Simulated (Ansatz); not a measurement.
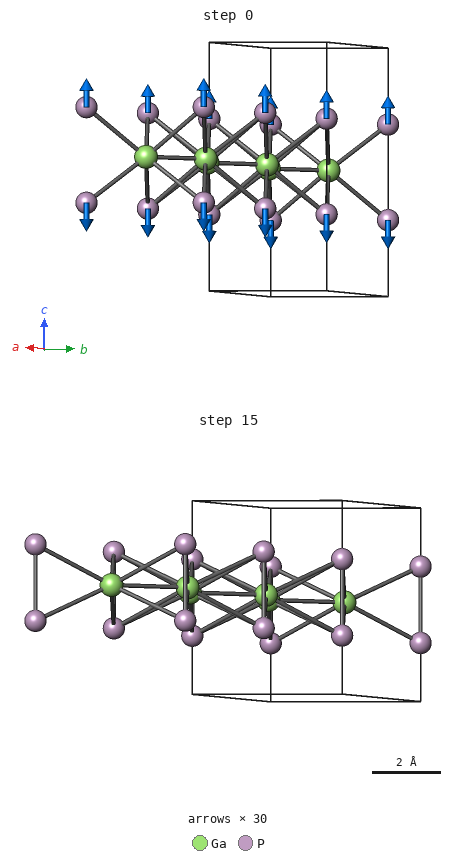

The structure of a crystal of GaP (a generated structure, set up in P6/mmm) (coarse preliminary run) before (top) and after (bottom) a relaxation, at one scale. The blue arrows give the displacements (the part carried along by the change of the cell is left out), magnified 30 times.

The picture is a ball-and-stick view of the cell of the calculation, repeated 3 × 1 × 1 with one cell outlined, seen from a free direction.

Theory: DFT PBE, scalar-relativistic, plane waves, PAW (Ansatz 0.2.0). (plane-wave cutoff 420 eV; k-point mesh 6 × 6 × 4; occupations gaussian; smearing width 0.1 eV; no spin polarisation; cell and atoms relaxed; force threshold 0.04 eV/Å; at most 70 steps)

> What changed between the two?

The energy falls by 1849 meV per atom in 12 accepted moves (15 points after the start). Largest force component: 3.5 eV/Å at the start, 0.035 eV/Å at the end. Pressure: 51.32 GPa at the start and −0.08 GPa at the end. The line search rejected the trial step at point 13 of the run. The SCF was repeated twice at an unchanged geometry on a basis and grid sized afresh for the cell, which shifted the energy by 70.7 meV per atom at most. The largest moves relative to the cell, 0.029 Å, are those of P atoms. Ga stays in place. The volume changes by +27.0 %, with a = b 3.489 → 4.455 Å (+27.7 %), c 7.403 → 5.766 Å (−22.1 %). Near-neighbour distances that change, for instance: P–P 2.847 → 2.275 Å, Ga–Ga 2.014 → 2.572 Å, Ga–P 2.467 → 2.812 Å. Among the angles between lasting bonds that change: Ga–P–Ga 109.5° → 132.3°, Ga–P–Ga 90.0° → 104.7°. The space group stays P6/mmm (No. 191). The run took 110 s on 1 thread of AMD EPYC (Zen 3), on a shared host, peak memory 0.4 GiB.
